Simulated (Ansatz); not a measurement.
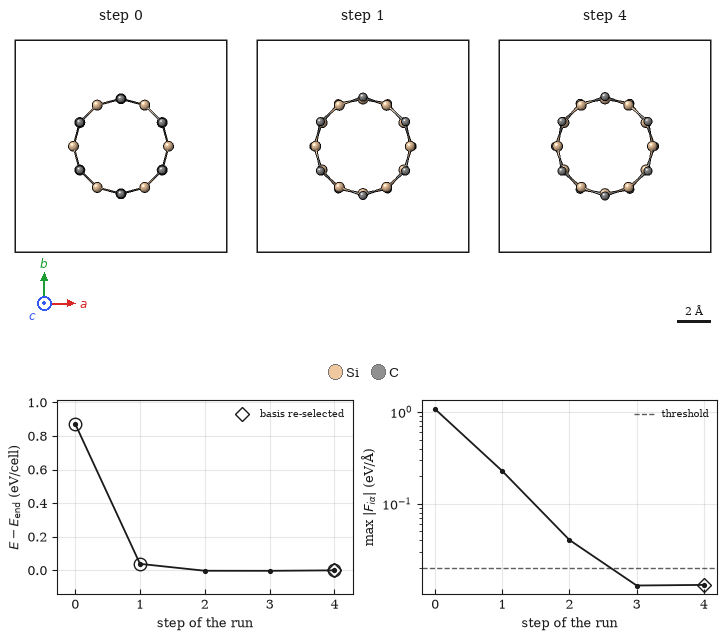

Frames of a relaxation of a wire of composition SiC, marked on the history of the run. The picture is a ball-and-stick view of the cell of the calculation, with the vacuum cut short, seen along the c axis.

Case: (6,0) tube.

Method: Ansatz 0.2.0, DFT PBE, scalar-relativistic, plane waves, PAW. Settings: plane-wave cutoff 420 eV; k-point mesh 1 × 1 × 9; occupations gaussian; smearing width 0.05 eV; no spin polarisation; cell relaxed at fixed a, b, alpha, beta, gamma; force threshold 0.02 eV/Å; at most 45 steps.

**What happens along the run?**

The largest moves relative to the centre of the atoms, 0.13 Å, are those of C atoms. By element the largest moves are C 0.13 Å, Si 0.01 Å. Along the periodic axis the drawn cell goes c 5.363 → 5.322 Å (−0.8 %). Some distances before and after: C–Si 1.773 → 1.798 Å. Among the angles between lasting bonds that change: C–Si–C 113.0° → 118.4°, Si–C–Si 113.0° → 110.1°, Si–C–Si 120.3° → 117.6°. The energy falls by 0.873 eV per cell of the calculation in 3 accepted moves (4 points after the start). The largest force component goes from 1.1 to 0.013 eV/Å. At 1 point the geometry stayed and the basis and grid were re-selected for the new cell (energy shift of 2.8 meV per cell of the calculation at most each time). Cost: 2.4 min on 4 threads of Intel(R) Xeon(R) Processor @ 2.50GHz (Skylake/Cascade Lake), with other jobs on the host, peak memory 1.9 GiB. From step 0 to 1: C atoms move most (0.10 Å), energy −0.834 eV per cell of the calculation. From step 1 to 4: C atoms move most (0.03 Å), energy −38.6 meV per cell of the calculation.

```
step  E − E(0), meV/atom  largest force component, eV/Å                      note
   0                0.00                         1.0776                          
   1              -34.76                         0.2280                          
   2              -36.47                         0.0404                          
   3              -36.48                         0.0129                          
   4              -36.37                         0.0131  same geometry, new basis
```
